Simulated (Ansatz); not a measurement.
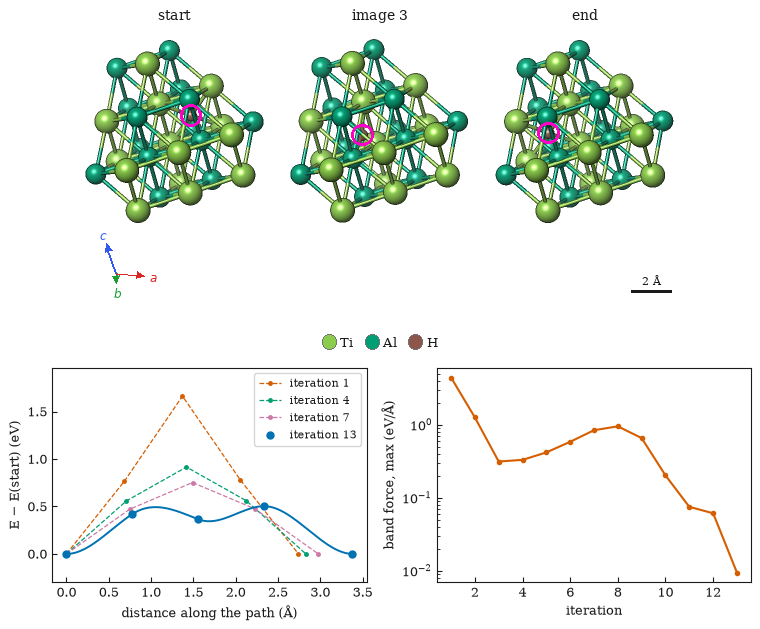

NEB run on a defect cell of composition Ti$_{8}$Al$_{8}$H (17 atoms in the cell). Images are numbered from 0 (start) to 4 (end). The plot follows the band through its iterations. A ball-and-stick model of the atoms within 5.0 Å of the middle of the path, seen from a free direction. The moving atom is ringed, with any periodic copies. Bonds to atoms that aren't drawn are left out.

The calculation used Ansatz, DFT PBE, scalar-relativistic, plane waves, PAW. Run with plane-wave cutoff 420 eV; k-point mesh 4 × 4 × 4; Gaussian smearing 0.1 eV; 3 movable images; climbing image.

### Judge this run.

The run is converged, with reservations. The band converged in 13 iterations. The largest component of the band force went from 4.4 to 0.0094 eV/Å. The climbing image converged on the top of the path. Its curvatures weren't checked. The first iteration put the highest image at 1.66 eV. The two ends have the same energy, and the highest point, image 3, lies 0.50 eV above the start. The profile has 2 maxima (images 1, 3) with a dip at image 2 (+0.37 eV), so the process runs in steps.

Limits of the set-up: the periodic images lie only 7.0 Å apart, so the values are limited by the cell's size.

Cost: 6.4 min on 4 threads of Intel(R) Xeon(R) 6975P-C (Granite Rapids), on a shared host, peak memory 2.3 GiB.
